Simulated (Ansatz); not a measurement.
# TaS2: 5 runs along one coordinate

System: TaS2 (P-3m1, 3 atoms in the cell).
Method: Kohn-Sham DFT of a periodic cell, BLYP, Ansatz PAW, no spin polarisation (Ansatz 0.2.0).

The 5 runs differ only in the geometry, by an even scaling of the cell at fixed fractional positions. The structure derives from an entry of the Crystallography Open Database.

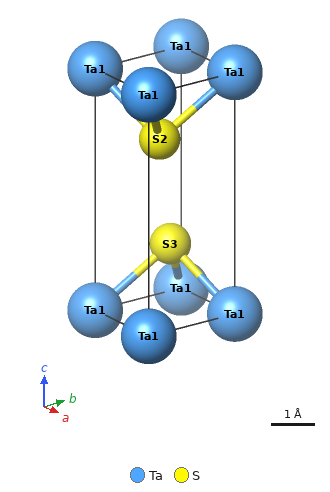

Figure 1. The structure of run 3 (ball-and-stick view of the cell of the calculation, seen slightly off an axis; atoms are numbered from 1 in the order of the input).

### Input of run 3
```yaml
crystal:
  lattice:
    - [3.35, 0.0, 0.0]
    - [-1.675, 2.9011851027, 0.0]
    - [0.0, 0.0, 5.86]
  atoms:
    - { symbol: Ta, position: [0.0, 0.0, 0.0] }
    - { symbol: S, position: [0.6666666667, 0.3333333333, 0.75] }
    - { symbol: S, position: [0.3333333333, 0.6666666667, 0.25] }
hamiltonian:
  xc: blyp
  pseudopotentials: { kind: paw }
kpoints:
  mp_grid: { grid: [9, 9, 5] }
scf:
  occupations: { method: fermi_dirac, width: 0.05 }
output:
  forces: true
  stress: true
  eigenvalues: true
  write_density: true
  write_potential: true
  elf: true
  volumetric_format: npy
```

Command:
```bash
ansatz run input.yaml --threads 2 --pin off --max-ram 5120MiB --backend cpu --events-out ev --progress --plain --runs-dir out
```

Lattice vectors (Å) and fractional positions of run 3:
```
   3.350000    0.000000    0.000000
  -1.675000    2.901185    0.000000
   0.000000    0.000000    5.860000
Ta  0.000000  0.000000  0.000000
S   0.666667  0.333333  0.750000
S   0.333333  0.666667  0.250000
```

Run 4 differs from it as follows:
```diff
-    - [3.35, 0.0, 0.0]
-    - [-1.675, 2.9011851027, 0.0]
-    - [0.0, 0.0, 5.86]
+    - [3.3940840028, 0.0, 0.0]
+    - [-1.6970420014, 2.939362969, 0.0]
+    - [0.0, 0.0, 5.9371141064]
```

### Results, with one run withheld

```tsv
run	volume per atom (Å³)	free energy per atom, from the lowest run given (meV)	pressure (GPa)
1	17.845	224.38	27.16
2	18.225	165.24	22.82
3	18.984	75.51	15.29
4	19.744	?	?
5	20.123	0.00	6.38
```

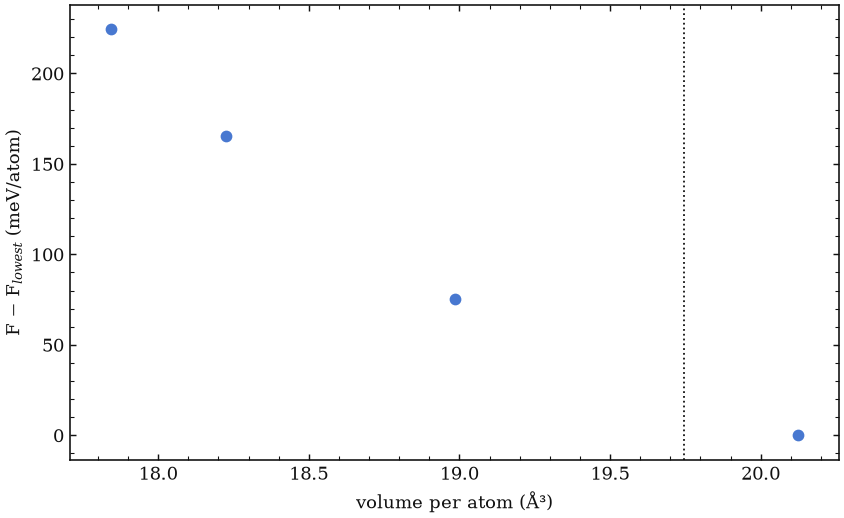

Figure 2. Free energy per atom of the runs given; the dotted line marks run 4.

Estimate the energy of run 4 from the others.

A quadratic polynomial in V^(−2/3) (the Birch–Murnaghan form), fitted to the 4 runs given, misses them by at most 0.01 meV per atom. With x = V^(−2/3) − 0.14163 Å⁻², it reads F = 98.182 + 21529 x + 9.8059e+05 x² (meV per atom). At run 4 it gives 18.18 meV per atom, and the run itself gives 18.26. The slope of the fit gives a pressure −dF/dV of 9.06 GPa there, and the run prints 9.07 GPa. The fit has no minimum inside this range.

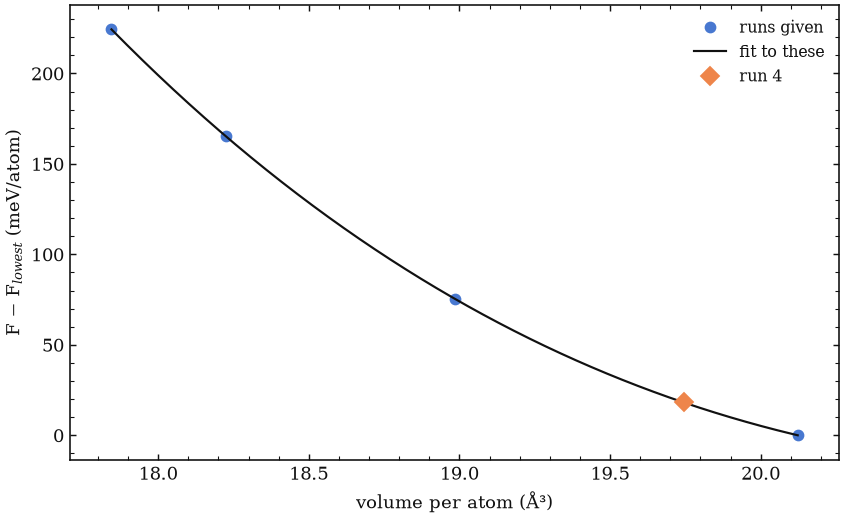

Figure 3. The fit and the withheld run.

### Output, shortened to warnings, some set-up lines, iterations and results (run 4)
```
Basis set: ecut = 420 eV, 1159 PW (Γ), exchange–correlation on 48×48×80 points (8 copies of the dense FFT grid, shifted against one another)
Symmetry: 12 space group operations
k-points: 50 of 405
Initial density: superposition of atomic densities (neutral atoms: chi_scale 0, normalization atom), corrected by the library's trained network
[...]
SCF iter   1: F=—  HF=-11772.389815 eV  |F-HF|=—  |Δ(HF+E_count)|=         —  Δρ=9.34e-3  dr2=8.94e-2  ethr=1.77e-3  ⟨swp⟩=6.0  Hψ=4884  notcnv=0
SCF iter   2: F=—  HF=-11772.369437 eV  |F-HF|=—  |Δ(HF+E_count)|=   2.04e-2  Δρ=4.69e-3  dr2=1.74e-2  ethr=3.58e-4  ⟨swp⟩=2.0  Hψ=1872  notcnv=0
SCF iter   3: F=—  HF=-11772.366158 eV  |F-HF|=—  |Δ(HF+E_count)|=   3.28e-3  Δρ=5.67e-4  dr2=1.88e-4  ethr=6.96e-5  ⟨swp⟩=2.0  Hψ=1266  notcnv=0
SCF iter   4: F=—  HF=-11772.366273 eV  |F-HF|=—  |Δ(HF+E_count)|=   1.15e-4  Δρ=1.87e-4  dr2=3.51e-5  ethr=7.52e-7  ⟨swp⟩=2.0  Hψ=1283  notcnv=0
SCF iter   5: F=—  HF=-11772.366235 eV  |F-HF|=—  |Δ(HF+E_count)|=   3.81e-5  Δρ=5.56e-5  dr2=1.74e-6  ethr=1.40e-7  ⟨swp⟩=2.0  Hψ=1214  notcnv=0
SCF iter   6: F=—  HF=-11772.366236 eV  |F-HF|=—  |Δ(HF+E_count)|=   1.05e-6  Δρ=1.45e-5  dr2=1.69e-7  ethr=6.94e-9  ⟨swp⟩=2.0  Hψ=1249  notcnv=0
SCF iter   7: F=-11772.366236 eV  HF=-11772.366236 eV  |F-HF|=8.78e-9  |Δ(HF+E_count)|=   4.19e-8  Δρ=3.19e-6  dr2=1.16e-8  ethr=4.00e-10  ⟨swp⟩=8.9  Hψ=5257  notcnv=0
SCF 1 converged in 7 iterations: F = -11772.366236 eV  dr2 = 1.16e-8
SCF converged after 7 iterations
Free energy (F): -11772.366236 eV
Harris-Foulkes:  -11772.366236 eV  (|F-HF|=8.78e-9)
Internal energy: -11772.350006 eV  (E = F + TS)
E sigma→0 (E₀):  -11772.358121 eV
Entropy (-TS):   -0.016230 eV (-5.410 meV/atom)
Fermi energy:    10.514655 eV
--- Per-component energies (eV) ---
  E_band       = -189.309474
  E_kinetic    = 584.007781
  E_local      = -1445.402955  (includes V_loc(G=0)·N_el)
  E_nonlocal   = 72.492778
  E_hartree    = 547.739923
  E_xc         = -408.871265
  E_vxc        = -372.476015  (∫ρ·V_xc dr)
  E_paw        = -9635.940153  (= ΣΔE_a)
  E_vpaw       = -123.407476  (= ΣTr[D̂ρ^β])
  E_aug_tail   = 0.000161  (compensation charges beyond the density's cutoff)
  E_ewald      = -1486.646524
  E_core_change = 0.270249  (= ΣΔE_core)
  E_smearing   = -0.016230  (= −TS)
  E_closure    = -0.000000  (closes the sum)
  Σ components = -11772.366236   (vs F -11772.366236, Δ=0.00e0)
--- Forces (eV/Å), atoms counted from 1 ---
  atom   1  Ta     0.00000000     0.00000000     0.00000000
  atom   2  S     -0.00000000     0.00000000    -0.81607245
  atom   3  S      0.00000000     0.00000000     0.81607245
  max |Σ_I F_I| component: 2.22e-16 eV/Å
--- Stress (GPa, compression-positive) ---
        8.492775      -0.000000       0.000000
       -0.000000       8.492775       0.000000
        0.000000       0.000000      10.225521
  P = ⅓ Tr σ = 9.0704 GPa (90.704 kbar)
```

Notes: Points of doubt noted for this run: forces on files of another functional. Spin–orbit coupling is left out, which matters for Ta. The cell holds an odd number of electrons but the run has no spin polarisation, so it comes out as a metal.
